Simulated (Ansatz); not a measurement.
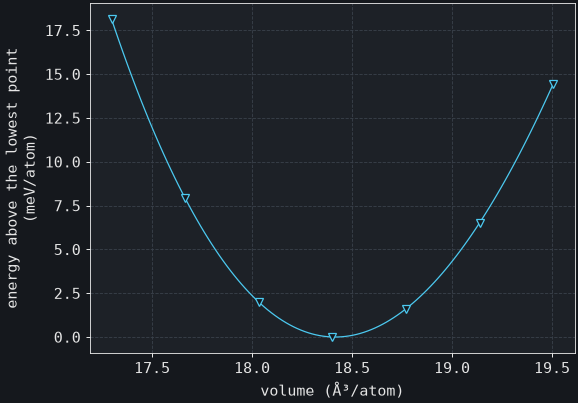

The plot gives the computed energy above the lowest point against volume.

Method: equation of state of a cubic crystal from periodic Kohn-Sham density functional theory without spin, third-order Birch-Murnaghan fit to the free energies; pressure corrected for the finite basis (Ansatz 0.2.0 development build). Level: PBE.

For which of these solids was it computed?
A. La₂O, Fm-3m (No. 225)
B. Ni₂O, Fm-3m (No. 225)
C. Ti, Pm-3m (No. 221)

C, Ti: energy above the lowest point from 0.0 meV/atom to 18.1 meV/atom, V0 18.42 Å³/atom, B0 78.1 GPa. The others give: La₂O, energy above the lowest point from 0.0 meV/atom to 19.0 meV/atom, V0 21.69 Å³/atom, B0 72.3 GPa; Ni₂O, energy above the lowest point from 0.0 meV/atom to 20.7 meV/atom, V0 10.55 Å³/atom, B0 153 GPa.

For La₂O, limits of the calculation: cubic model structure, not the ambient form.

For Ni₂O, limits of the calculation: cubic model structure, not the ambient form; no spin polarisation, a magnetic state may lie lower.

For Ti, limits of the calculation: cubic model structure, not the ambient form.
